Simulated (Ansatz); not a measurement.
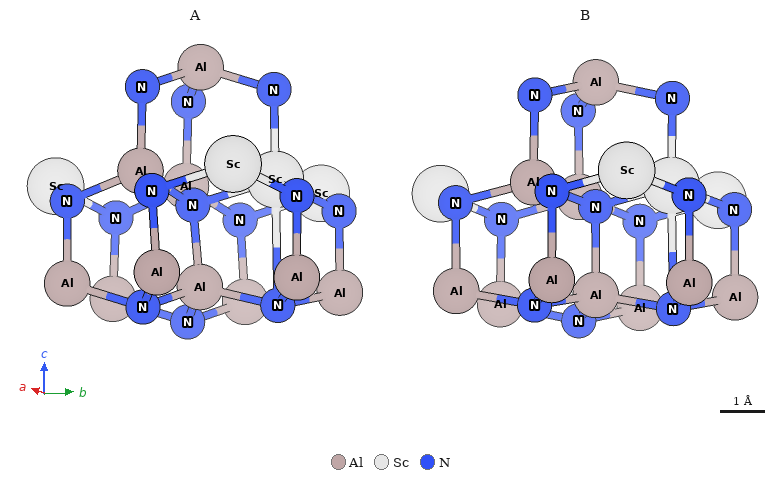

Two geometries of solid Al$_{36}$Sc$_{12}$N$_{48}$ (a generated structure, set up in P1), drawn at one scale. One is the start of a relaxation, the other its converged end. A ball-and-stick model of the atoms within 4.2 Å of the atom that moves most (axes of the cell of the calculation (origin shifted)), seen from a free direction.

The calculation used Ansatz, DFT, PBEsol, PAW, plane waves. Set-up: plane-wave cutoff 420 eV; k-point mesh 1 × 1 × 1; mesh shifted by (0.25, 0.25, 0.25); no spin polarisation; cell relaxed at fixed alpha, beta, gamma; force threshold 0.03 eV/Å; at most 80 steps.

Which geometry has the lower energy?

Answer. Structure A is the relaxed one. The largest move relative to the cell is that of an N atom, 0.31 Å along [0 −2 −1]. By element the largest moves are N 0.31 Å, Al 0.19 Å, Sc 0.16 Å. Cell: a 9.775 → 9.632 Å (−1.5 %), b 11.287 → 11.182 Å (−0.9 %), c 9.702 → 10.072 Å (+3.8 %). Volume +1.3 %. Among the contacts that change: N–Sc 1.847 → 2.038 Å, N–Sc 1.882 → 2.065 Å, Al–N 2.050 → 1.895 Å, Al–N 2.020 → 1.881 Å. Among the angles between lasting bonds that change: N–Al–N 115.8° → 103.0°, N–Al–N 114.0° → 102.5°, N–Al–N 117.3° → 106.7°. The space group stays P1 (No. 1). The energy falls by 95.9 meV per atom in 7 geometry steps. Largest force component: 5.1 eV/Å at the start, 0.011 eV/Å at the end. The pressure goes from 3.34 to 0.01 GPa.
